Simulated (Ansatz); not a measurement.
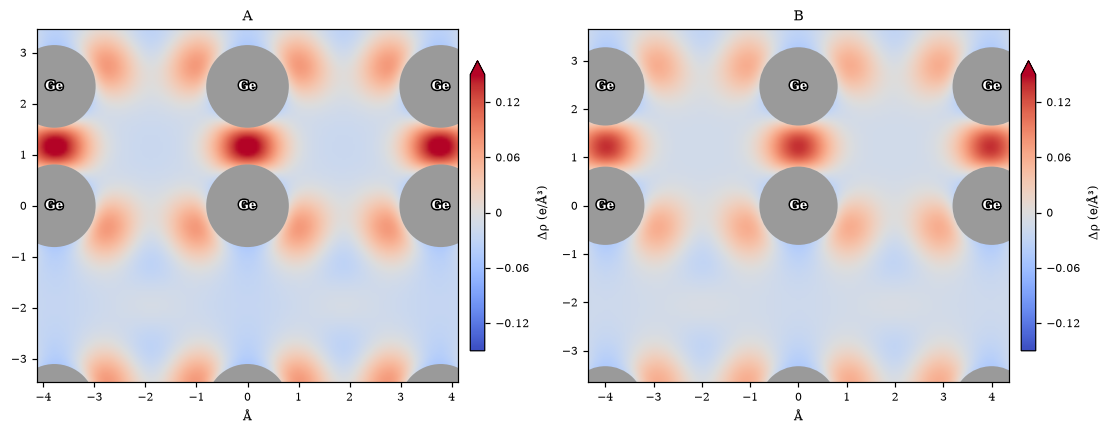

Ge: deformation density on the (010) plane of the conventional cell at two volumes, with the same fractional coordinates and one colour scale. Grey discs cover the cores.

Space group P6_3/mmc. This isn't the usual form at ambient conditions. The cell comes from a database of computed structures, not from a measurement.

Theory: Ansatz, DFT LDA, scalar-relativistic, plane waves, PAW.

How do the two volumes compare, and how does the bonding charge respond?

Answer. B is the larger cell: A has 85 % of the volume of B.
- From B to A, Ge–Ge goes from 2.45 to 2.32 Å, and Δρ at its midpoint from +0.14 to +0.17 e/Å³.
- The pressure is −2 GPa in B and 13 GPa in A.
- The rearranged charge is 0.24 e an atom in B and 0.25 e in A.
